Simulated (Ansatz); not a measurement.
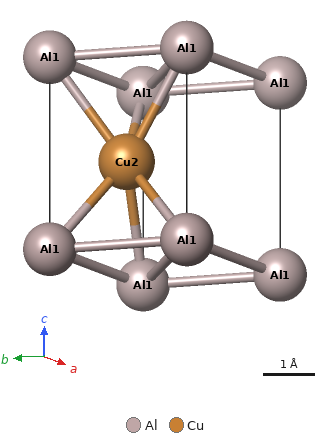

The structure (ball-and-stick view of the cell of the calculation, seen at an oblique angle; atoms are numbered from 1 in the order of the input). Near neighbours in the crystal (not all of them lie inside the picture): Al has 6 Al at 2.79 Å and 6 Cu at 2.60 Å; Cu has 6 Al at 2.60 Å and 6 Cu at 2.79 Å.

# Band-structure calculation of AlCu

- system: AlCu (P-6m2, 2 atoms in the cell)
- method: DFT r2SCAN, scalar-relativistic, plane waves, PAW, no spin polarisation (Ansatz 0.2.0)

The structure was made by a generator, so it may or may not be a known phase. Figures and captions count atoms from 1; the log counts them from 0 in places.

The program's output:
```
scf.n_extra_bands = 6 over 11 filled bands (N_el = 22.0): the run solves 17 bands
Engine: ansatz 0.2.0, aarch64-unknown-linux-gnu
Pseudopotentials: kind: paw
Pseudopotential: Al, paw, valence charge 3, recommended cutoff 500 eV (meta_gga), Al.paw.azcp
Pseudopotential: Cu, paw, valence charge 19, recommended cutoff 500 eV (meta_gga), Cu.paw.azcp
Functional definition: r2SCAN
  parameter k0 = 0.174
  parameter k1 = 0.065
  parameter a1 = 4.9479
  exchange = r2scan_x(k0 = k0, k1 = k1, a1 = a1)
  correlation = r2scan_c
Crystal: 2 atoms, lattice volume = 27.474 Å³
Basis set: ecut = 500 eV, 699 PW (Γ), exchange–correlation on 96×96×120 points (64 copies of the dense FFT grid, shifted against one another)
Bands: 17, of which v1, the nominal top of the filled ones, is band 11 counted from 1 (10 counted from 0)
Symmetry: 12 space group operations
Space group: P-6m2 (ITA 187), of the structure as read, at distance tolerance 3.0e-5 Å
k-points: 488 of 8064 (time reversal used)
Non-local potential: Al, projectors of the file, l = 0: 2, l = 1: 2, l = 2: 1
Non-local potential: Cu, projectors of the file, l = 0: 3, l = 1: 2, l = 2: 3, l = 3: 1
PAW form: soft (Blöchl's): semilocal exchange-correlation on the pseudo side does not see the compensation charge
PAW frozen core: Al, regenerated for the run's functional (the file was generated under x = pbe(κ = 0.804, μ = 0.2195149727645171), c = pbe(β = 0.06672455060314922))
PAW frozen core: Cu, regenerated for the run's functional (the file was generated under x = pbe(κ = 0.804, μ = 0.2195149727645171), c = pbe(β = 0.06672455060314922))
PAW one-centre angular grid: Al, 302 points (default); XC on 160 Gauss nodes
PAW one-centre angular grid: Cu, 590 points (default); XC on 160 Gauss nodes
Initial density: superposition of atomic densities (neutral atoms: chi_scale 0, normalization atom), corrected by the library's trained network
Initial wavefunctions: pseudopotential atomic-orbital guess
Functional: x = r2scan, c = r2scan; τ floored in thin density (d = 2e-4 eV/Å³)
SCF iter   1: F=—  HF=-7171.934290 eV  |F-HF|=—  |Δ(HF+E_count)|=         —  Δρ=3.35e-2  dr2=1.97e-1  dr2_τ=5.97e-3  ethr=1.77e-3  ⟨swp⟩=4.8  Hψ=37254  notcnv=0  defer=92
preconditioner: auto → none  [metal: Δε(μ)=0.019 eV  Ē_g=12.577 eV  σ=0.100 eV  W_gap=0.11  n_scr=8 (ndim 8)  ℏωp=26.5 eV  f_vac=0.000  D(μ)=0.46/eV (n_scr^D=2)  sad-step TF]
SCF iter   2: F=—  HF=-7171.934967 eV  |F-HF|=—  |Δ(HF+E_count)|=   6.77e-4  Δρ=1.88e-2  dr2=4.78e-2  dr2_τ=1.33e-3  ethr=8.94e-4  ⟨swp⟩=2.0  Hψ=17266  notcnv=0  defer=685
SCF iter   3: F=—  HF=-7171.912628 eV  |F-HF|=—  |Δ(HF+E_count)|=   2.23e-2  Δρ=4.01e-3  dr2=3.37e-3  dr2_τ=2.51e-5  ethr=2.17e-4  ⟨swp⟩=2.2  Hψ=13338  notcnv=0  defer=685
SCF iter   4: F=—  HF=-7171.911695 eV  |F-HF|=—  |Δ(HF+E_count)|=   9.33e-4  Δρ=5.19e-4  dr2=4.05e-5  dr2_τ=2.01e-6  ethr=1.53e-5  ⟨swp⟩=2.1  Hψ=13762  notcnv=0  defer=685
SCF iter   5: F=—  HF=-7171.911770 eV  |F-HF|=—  |Δ(HF+E_count)|=   7.49e-5  Δρ=4.15e-4  dr2=3.52e-5  dr2_τ=1.57e-7  ethr=1.84e-7  ⟨swp⟩=2.0  Hψ=11014  notcnv=0  defer=685
SCF iter   6: F=—  HF=-7171.911777 eV  |F-HF|=—  |Δ(HF+E_count)|=   7.55e-6  Δρ=8.87e-5  dr2=2.09e-6  dr2_τ=1.41e-8  ethr=1.60e-7  ⟨swp⟩=2.0  Hψ=10431  notcnv=0  defer=685
SCF iter   7: F=-7171.911777 eV  HF=-7171.911777 eV  |F-HF|=3.85e-8  |Δ(HF+E_count)|=   2.30e-7  Δρ=7.11e-6  dr2=4.57e-8  dr2_τ=4.11e-10  ethr=4.55e-10  ⟨swp⟩=10.2  Hψ=51424  notcnv=0
SCF 1 converged in 7 iterations: F = -7171.911777 eV  dr2 = 4.57e-8
  greatest PAW one-centre occupation: 1.000 electrons in one spin orbital (limit 2), on the Cu atom at site 1 (counted from 0), in its partial waves of l = 0
```

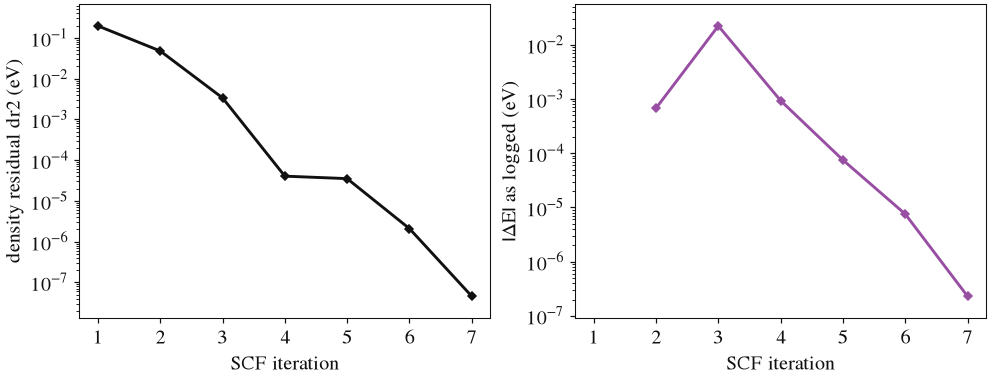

Convergence of the self-consistent field: density residual dr2 and size of the energy change against the SCF iteration. The residual falls at every step.

```
NSCF: frozen V_eff on 129 k-points
NSCF: frozen V_eff on 765 k-points
SCF converged after 7 iterations
Free energy (F): -7171.911777 eV
Harris-Foulkes:  -7171.911777 eV  (|F-HF|=3.85e-8)
Internal energy: -7171.909381 eV  (E = F + TS)
E sigma→0 (E₀):  -7171.910579 eV
Entropy (-TS):   -0.002396 eV (-1.198 meV/atom)
Fermi energy:    12.436640 eV
--- Per-component energies (eV) ---
  E_band       = -462.294428
  E_kinetic    = 322.892417
  E_local      = -5493.203890  (includes V_loc(G=0)·N_el)
  E_nonlocal   = 404.205310
  E_hartree    = 2471.858901
  E_xc         = -120.729608
  E_vxc        = -156.384170  (∫ρ·V_xc dr)
  E_paw        = -2150.905927  (= ΣΔE_a)
  E_vpaw       = -493.917614  (= ΣTr[D̂ρ^β])
  E_aug_tail   = 0.000150  (compensation charges beyond the density's cutoff)
  E_vtau       = 10.384831  (kinetic-family band-sum trace: ∫τ·v_τ [+ j·A + Jᵃ·Aᵃ] dr)
  E_ewald      = -2605.665519
  E_core_change = -0.361216  (= ΣΔE_core)
  E_smearing   = -0.002396  (= −TS)
  E_closure    = -0.000000  (closes the sum)
  Σ components = -7171.911777   (vs F -7171.911777, Δ=0.00e0)
--- Forces (eV/Å), atoms counted from 1 ---
  atom   1  Al     0.00000000     0.00000000     0.00000000
  atom   2  Cu     0.00000000    -0.00000000    -0.00000000
  max |Σ_I F_I| component: 1.02e-16 eV/Å
--- Stress (GPa, compression-positive) ---
       -4.021281       0.000000       0.000000
        0.000000      -4.021281       0.000000
        0.000000       0.000000      -3.764726
  P = ⅓ Tr σ = -3.9358 GPa (-39.358 kbar)
--- Band table (eV; the first three rows and the last of 488) ---
  k-point 0: bands = ["-105.0409", "-60.9590", "-60.7902", "-60.7902", "0.6084", "7.2506", "8.5735", "8.5735", "8.9319", "8.9319", "9.3615", "12.9418", "24.9037", "24.9037", "26.4993", "26.4993", "28.3383"]
  k-point 1: bands = ["-105.0409", "-60.9590", "-60.7902", "-60.7902", "0.6562", "7.1592", "8.5737", "8.5737", "8.9301", "8.9301", "9.1038", "13.3718", "24.9531", "24.9531", "26.5114", "26.5114", "28.3416"]
  k-point 2: bands = ["-105.0409", "-60.9590", "-60.7902", "-60.7902", "0.7984", "6.8361", "8.5744", "8.5744", "8.6530", "8.9253", "8.9253", "14.3876", "25.0976", "25.0976", "26.5473", "26.5473", "28.3157"]
  k-point 487: bands = ["-105.0381", "-60.9553", "-60.8107", "-60.8103", "7.4806", "7.5632", "8.0089", "8.3978", "8.5675", "10.0544", "12.2608", "13.2982", "14.2099", "14.2679", "14.4271", "29.4307", "29.6189"]
--- Löwdin populations: 2 sites ---
  site symbol       q [e]
     0     Al      3.4870
     1     Cu     18.3513
  spilling = 0.007353 (of n_electrons = 22.000000)
--- Bader charges: 2 sites ---
  site symbol  charge [e]  shift [e]
     0     Al      0.8691     0.0005
     1     Cu     -0.8691     0.0005
  estimated error of the sums over rays = 3.4e-4 e
```

File bader_charges.tsv:
```
# site	symbol	x_ang	y_ang	z_ang	partial_charge_e	electrons	volume_ang3	relative_density_drop	shared_charge_e	partial_wave_shift_e
# quadrature_error_electrons = 3.4e-4
0	Al	0.0000	0.0000	0.0000	0.86905	12.13095	11.06	-	0.86905	0.00048
1	Cu	0.0000	1.6117	2.0355	-0.86905	29.86905	16.42	-	-0.86905	0.00048
```

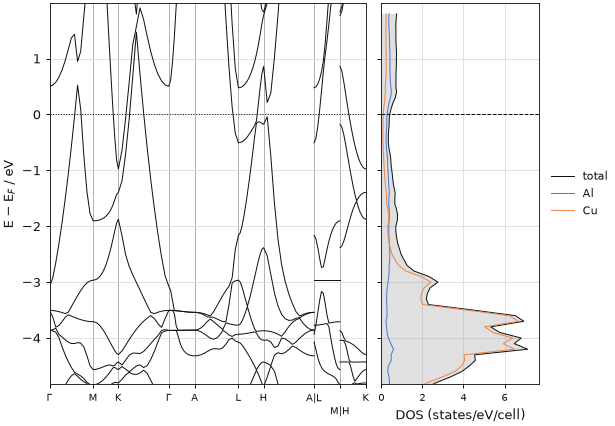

Band structure along Γ–M–K–Γ–A–L–H–A|L–M|H–K and density of states (projected on Löwdin-orthogonalised atomic shells), with energies from the Fermi level. Bands cross the Fermi level: a metal at this level of theory.

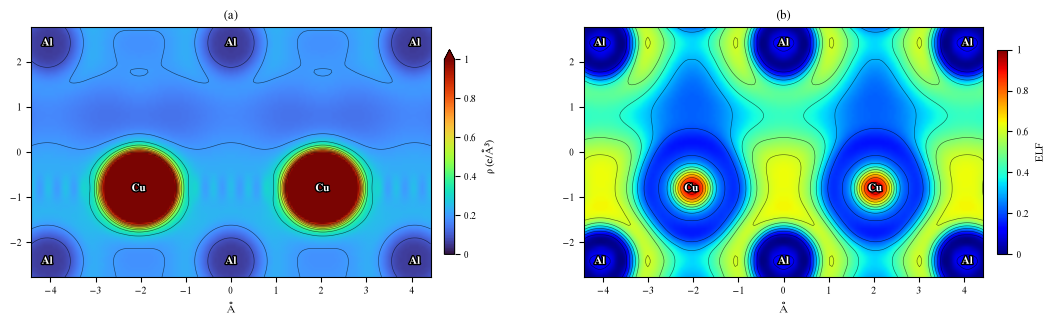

(a) valence charge density (pseudo); (b) ELF on the (110) plane of the conventional cell. Al–Cu (2.60 Å): ρ at the midpoint is about 0.26 e/Å³; the ELF is about 0.45 at the midpoint (no localised pair between them). Away from the nuclei the density in this plane falls to 0.14 e/Å³ at its lowest. The strong features right at Cu lie inside the PAW spheres (semicore, d or f shells) and say nothing about bonding. The fields are those of the smooth PAW valence density.

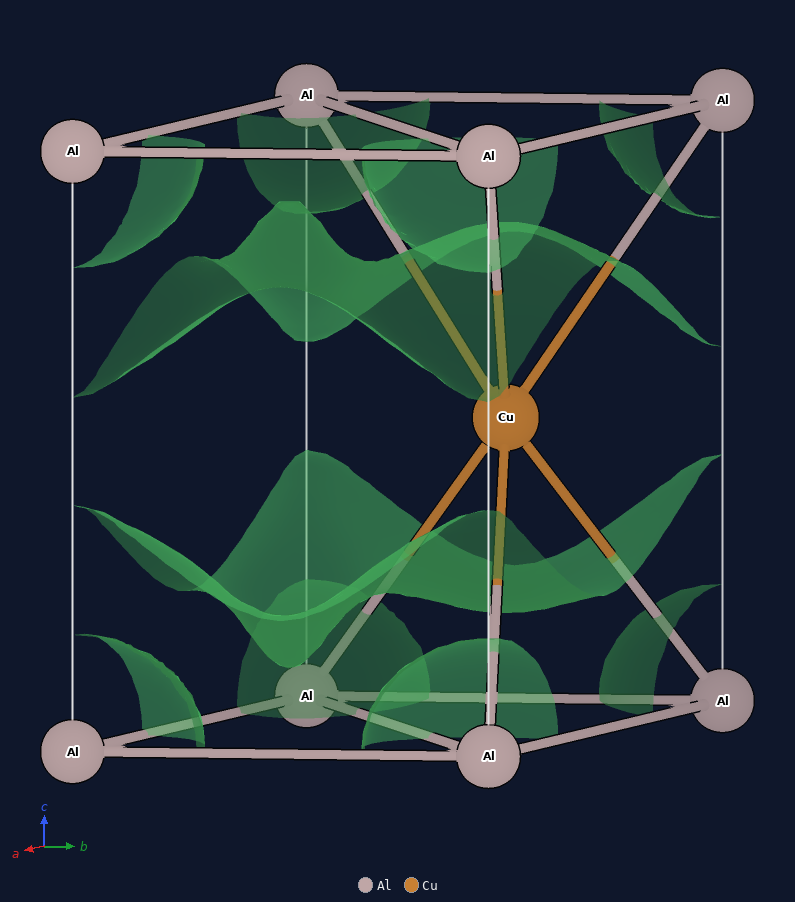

Isosurface of the ELF at 0.4 (green), seen at an oblique angle. Only the valence region is drawn (cores and ρ < 0.01 e/Å³ removed). Sticks mark near contacts. The outline is the cell set on symmetry axes. The ELF exceeds this value in sheets that run through the cell in two directions, counted in one cell of 2 atoms. Profiles from the grid: Al–Cu (2.60 Å): the ELF is about 0.45 at the midpoint; no shared electron pair. Cu–Cu (2.79 Å): the ELF is about 0.25 at the midpoint (no localised pair between them).

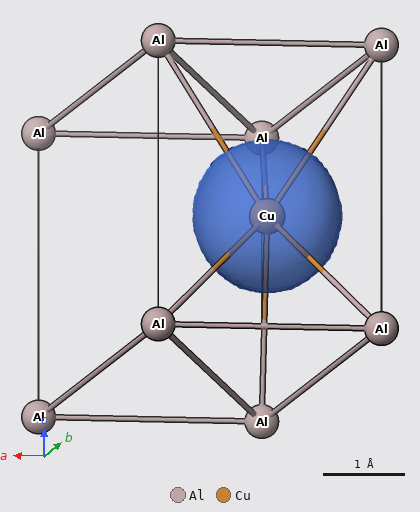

Isosurface of the valence pseudo-density at 0.5 e/Å³ (blue), seen at an oblique angle. Sticks mark near contacts. The outline is the cell set on symmetry axes. At this value the density breaks into separate islands; it holds about 75 % of the electrons treated as valence (semicore included). It is pinched off along the Al–Cu (2.60 Å), Cu–Cu (2.79 Å) and Al–Al (2.79 Å) contacts. On the grid the lowest density along these lines, outside the cores, is 0.23 e/Å³ (Al–Cu, 2.60 Å), 0.2 e/Å³ (Cu–Cu, 2.79 Å) and 0.21 e/Å³ (Al–Al, 2.79 Å).

This output came from the following input.

The input:
```yaml
crystal:
  lattice:
    - [2.7915402411, 0.0, 0.0]
    - [-1.3957701205, 2.4175447644, 0.0]
    - [0.0, 0.0, 4.0710011]
  atoms:
    - { symbol: Al, position: [0.0, 0.0, 0.0] }
    - { symbol: Cu, position: [0.3333333333, 0.6666666667, 0.5] }
basis:
  ecutwfc: 500
kpoints:
  mp_grid: { grid: [24, 24, 14] }
  band_path:
    path:
      - [[0.0, 0.0, 0.0], [0.5, 0.0, 0.0], [0.33333333, 0.33333333, 0.0], [0.0, 0.0, 0.0], [0.0, 0.0, 0.5], [0.5, 0.0, 0.5], [0.33333333, 0.33333333, 0.5], [0.0, 0.0, 0.5]]
      - [[0.5, 0.0, 0.5], [0.5, 0.0, 0.0]]
      - [[0.33333333, 0.33333333, 0.5], [0.33333333, 0.33333333, 0.0]]
    npoints: 14
hamiltonian:
  xc: r2scan
scf:
  occupations: { method: gaussian, width: 0.1 }
  n_extra_bands: 6
output:
  forces: true
  stress: true
  eigenvalues: true
  populations: true
  dos: { projected: true, de: 0.02, nscf_kmesh: { grid: [29, 29, 17] } }
  bader: true
  write_density: true
  write_potential: true
  elf: true
  volumetric_format: npy
```

Launch command:
```bash
ansatz run input.yaml --threads 1 --pin off --max-ram 3072MiB --backend cpu --events-out ev --progress --plain --runs-dir out
```

Results in brief:

```json
{"quantity": "outcome", "value": "converged"}
{"quantity": "space group (tolerance 0.01 Å)", "value": "P-6m2 (187)"}
{"quantity": "electrons treated", "value": "22"}
{"quantity": "free energy", "value": "−7171.9118 eV"}
{"quantity": "Fermi energy", "value": "12.437 eV"}
{"quantity": "gap on the k-point mesh", "value": "none (metallic)"}
{"quantity": "pressure", "value": "−3.94 GPa"}
{"quantity": "largest force (length of the vector)", "value": "under 0.001 eV/Å"}
{"quantity": "hardware", "value": "1 thread of Arm Neoverse V2, 24 GiB of memory available, shared host"}
{"quantity": "wall time", "value": "98 s"}
{"quantity": "peak memory", "value": "0.64 GiB"}
```
